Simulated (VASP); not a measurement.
The compound is MoS₂ (space group P6_3/mmc, No. 194), taken as an entry of the Crystallography Open Database, as set up for an electronic-structure calculation.

```yaml
crystal:
  lattice:
    - [3.16900, 0.00000, 0.00000]
    - [-1.58450, 2.74443, 0.00000]
    - [0.00000, 0.00000, 12.32400]
  atoms:
    - { symbol: Mo, position: [0.66667, 0.33333, 0.75000] }
    - { symbol: Mo, position: [0.33333, 0.66667, 0.25000] }
    - { symbol: S, position: [0.66667, 0.33333, 0.37700] }
    - { symbol: S, position: [0.33333, 0.66667, 0.87700] }
    - { symbol: S, position: [0.66667, 0.33333, 0.12300] }
    - { symbol: S, position: [0.33333, 0.66667, 0.62300] }
```

Describe the stacking along c, with columns A (0, 0), B (1/3, 2/3), C (2/3, 1/3) of the hexagonal mesh.

S(C) – Mo(B) – S(C) – S(B) – Mo(C) – S(B) (six layers in 12.32 Å).

S layers alone: CCBB, a sequence in which some neighbouring layers lie directly above each other.

Mo: two trigonal-prismatic sites (per hexagonal cell). Two of the four gaps between S layers are empty, 3.03 Å wide.

Polytype symbol 2H, the symbol of a layered MX2 polytype (number of slabs in the repeat and lattice).

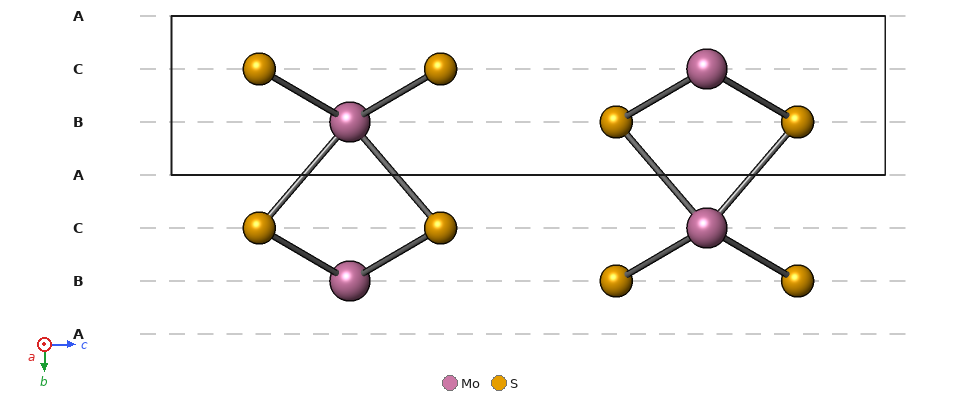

Projection along an edge of the hexagonal mesh, stacking direction c to the right. The dashed lines mark the three columns A (0, 0), B (1/3, 2/3) and C (2/3, 1/3). The sequence starts with the first layer at or above the cell's origin.
